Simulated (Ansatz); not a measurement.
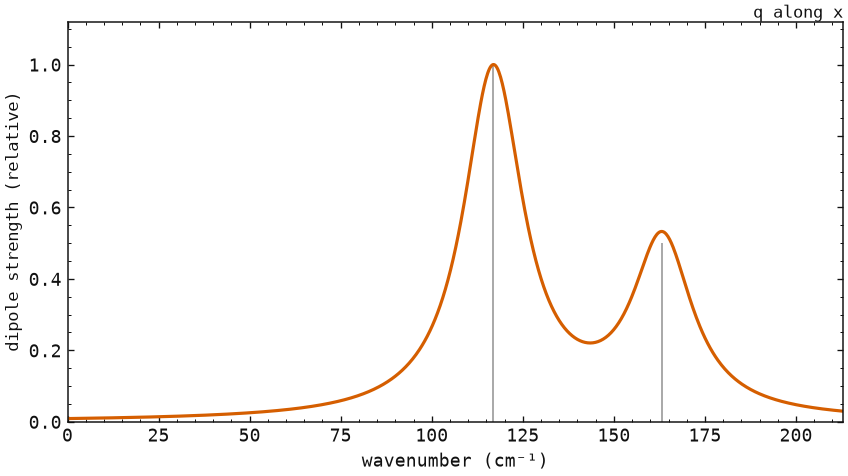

The picture above shows the polar optical modes, transverse and longitudinal, approaching the zone centre along x for KBr, space group Fm-3m (No. 225). Lines are broadened by Lorentzians of 20 cm⁻¹ full width; the spectrum is scaled to its strongest line.

Structure:
```xyz
2
Lattice="0.0000 3.2824 3.2824 3.2824 0.0000 3.2824 3.2824 3.2824 0.0000" Properties=species:S:1:pos:R:3 pbc="T T T"
K     0.0000    0.0000    0.0000
Br    3.2824    3.2824    3.2824
```

Method: optical phonons of an insulator on the approach to the zone centre along x, y and z with the field of polar modes, imaginary frequencies are negative, field response on a mesh refined by the program; plane waves with PAW datasets (Ansatz 0.2.0). Level: PBE, no spin polarisation.

```csv
setting,value
wave cutoff,420 eV
k mesh,6×6×6
occupations,fixed
pressure,1 GPa
```

### Which of the stronger lines are transverse and which longitudinal?

The transverse (TO, twofold) lines lie at 116.9 and the longitudinal (LO) ones at 163.3 cm⁻¹, the same along x, y and z by the cubic symmetry.
